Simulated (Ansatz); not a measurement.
The compound is MgH2 (space group Pa-3, No. 205), taken as the geometry relaxed with DFT, PBEsol, plane waves, PAW in Ansatz.

```cif
data_structure
_symmetry_space_group_name_H-M 'Pa-3'
_symmetry_Int_Tables_number 205
_cell_length_a 4.7820
_cell_length_b 4.7820
_cell_length_c 4.7820
_cell_angle_alpha 90.000
_cell_angle_beta 90.000
_cell_angle_gamma 90.000
_cell_volume 109.35
loop_
_atom_site_label
_atom_site_type_symbol
_atom_site_symmetry_multiplicity
_atom_site_Wyckoff_symbol
_atom_site_fract_x
_atom_site_fract_y
_atom_site_fract_z
_atom_site_occupancy
Mg1 Mg 4 a 0.50000 0.50000 0.00000 1
H1 H 8 c 0.15171 0.84829 0.34829 1
```

Bonds are taken as H–Mg below 2.2 Å; no other contact counts. Simplification: prune 0- and 1-connected atoms, fold 2-connected ones into links.

What net does this leave?

The result is a binodal (3,6)-connected, three-periodic net: H is a 3-connected node; Mg is a 6-connected node, in the ratio 2:1. It is the pyr net, known from the metal-sulfur net of pyrite. It is a single net, without interpenetration.

| node | links | point symbol | coordination sequence |
| --- | --- | --- | --- |
| H | 3 | 6³ | 3 15 22 70 61 169 120 302 |
| Mg | 6 | 6¹²·8³ | 6 12 44 42 122 92 240 162 |

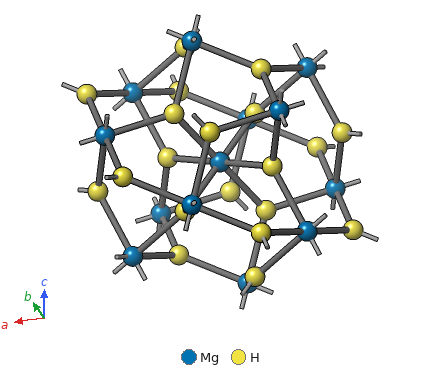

Nodes are coloured by topological kind. Short stubs are edges that leave the cut-out.
